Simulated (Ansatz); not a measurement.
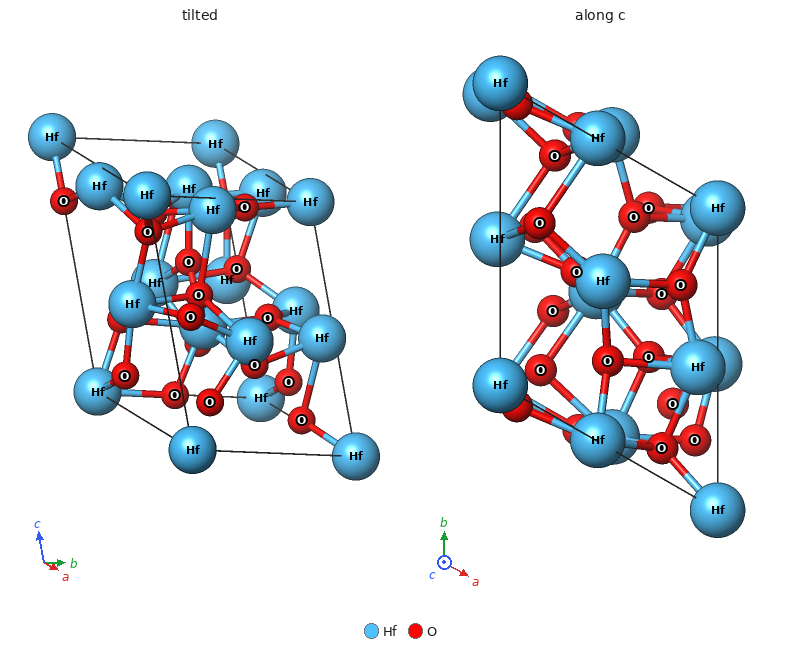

The figure gives a ball-and-stick picture of the atoms, viewed slightly off an axis and along the c axis. The parallelepiped is the simulation cell.

Write a short crystallographic description.

It has the composition Hf8O17. Its symmetry is the lowest possible, P1. Cell content 8 Hf, 17 O; Z = 1. The bonds build a three-dimensional framework.

Origin of the cell: a structure listed in the Materials Project, repeated into a supercell with a point defect put in. The atoms were relaxed in a fixed cell with DFT PBE, scalar-relativistic, plane waves, PAW (Ansatz 0.2.0).
